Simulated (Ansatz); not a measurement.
# Calculations on NaCl

Part 1: A change

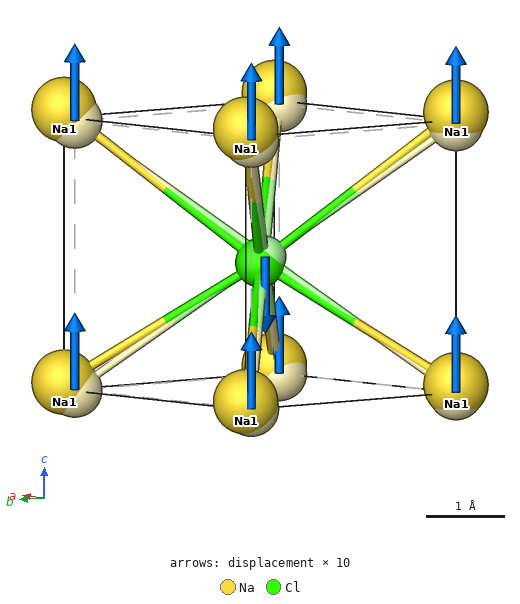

A symmetric starting cell of NaCl, drawn pale, and a changed version of it, drawn solid. The blue arrows show how the atoms are displaced (without the part that the change of the cell carries along), magnified 10 times. Besides, the cell is strained by +1.3 % along c and +2.8 % across it (volume +7.1 %). Style: ball-and-stick. Shown: the cell of the calculation, from a free direction.

Method: DFT PBEsol, scalar-relativistic, plane waves, PAW (Ansatz 0.2.0). (plane-wave cutoff 420 eV; k-point mesh 6 × 6 × 6; occupations gaussian; smearing width 0.02 eV; no spin polarisation)

**Describe the displacements and the computed response.**

Atoms are displaced by 0.10 Å relative to the cell: Cl 0.10 Å along −c, Na 0.10 Å along +c. No relaxation follows. The starting cell wasn't computed here and needn't be at equilibrium, so pressure and forces aren't due to the change alone. Some distances before and after: Cl–Na 3.033 → 2.992 to 3.224 Å. The space group (tolerance 0.01 Å) goes from Pm-3m (No. 221) to P4mm (No. 99). The pressure is −2.3 GPa (not all of it need come from the change, since the unchanged cell can be under pressure at this level too). The principal stresses (compression positive) are −1.6 GPa along c and −2.7 GPa across it. The largest forces, 0.014 eV/Å, act on Na and Cl.

Part 2: A change

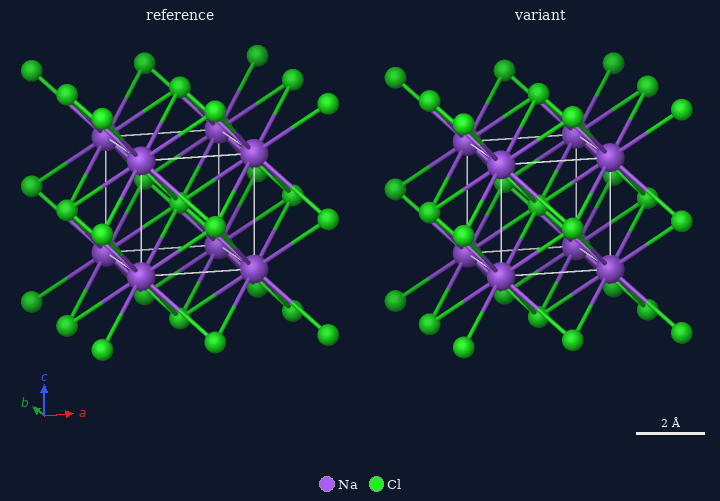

Left: a symmetric starting cell of NaCl. Right: the same structure after one change, at the same scale. A ball-and-stick model of the cell of the calculation, seen slightly off an axis.

Method: DFT LDA, scalar-relativistic, plane waves, PAW in Ansatz 0.2.0. Set-up: plane-wave cutoff 420 eV; k-point mesh 6 × 6 × 6; occupations gaussian; smearing width 0.02 eV; no spin polarisation.

### Which change leads from the left to the right?

All lengths are scaled by −3.4 % (volume −9.9 %), the atoms keeping their fractional coordinates. No relaxation follows. The starting cell wasn't computed here and needn't be at equilibrium, so pressure and forces aren't due to the change alone.

### And its effect?

The pressure is −0.4 GPa (not all of it need come from the change, since the unchanged cell can be under pressure at this level too). All forces vanish by symmetry. Some distances before and after: Cl–Na 3.033 → 2.930 Å. The space group stays Pm-3m (No. 221).

Part 3: Distortion

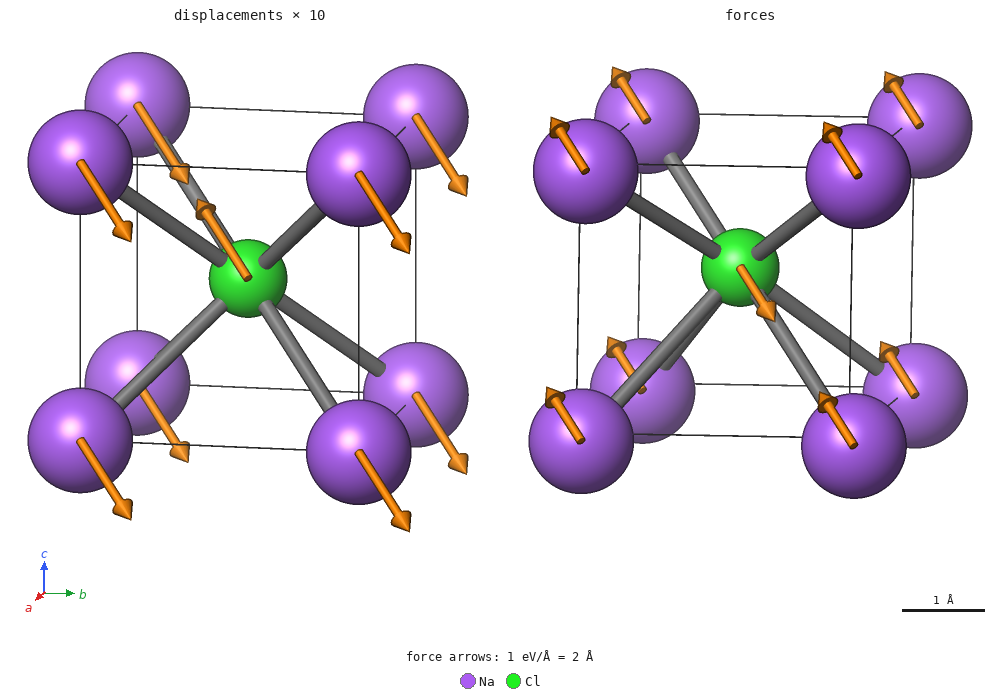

Left: a symmetric starting cell of NaCl, with orange arrows for the displacements applied to it (without the part that the change of the cell carries along). Right: the displaced structure with the computed forces. Besides, the cell is strained by −6.5 % along [1 1 −1] and −0.5 % across it (volume −7.4 %). The picture is a ball-and-stick view of the cell of the calculation, seen slightly off an axis.

Method: Ansatz 0.2.0, DFT PBEsol, scalar-relativistic, plane waves, PAW. Set-up: plane-wave cutoff 420 eV; k-point mesh 6 × 6 × 6; occupations gaussian; smearing width 0.02 eV; no spin polarisation.

> Where do the forces point?

Atoms are displaced by 0.14 Å relative to the cell: Cl 0.14 Å along [−1 −1 1], Na 0.14 Å along [1 1 −1]. No relaxation follows. The starting cell wasn't computed here and needn't be at equilibrium, so pressure and forces aren't due to the change alone. The pressure is 2.2 GPa (not all of it need come from the change, since the unchanged cell can be under pressure at this level too). The principal stresses (compression positive) are 4.5 GPa along [1 1 −1] and 1.0 GPa across it. The largest forces, 0.48 eV/Å, act on Na and Cl; on the Cl atom it points along [1 1 −1]. The forces point straight back along the displacements (cosine −1.00). Some distances before and after: Cl–Na 3.033 → 2.556 to 3.117 Å. The space group (tolerance 0.01 Å) goes from Pm-3m (No. 221) to R3m (No. 160).
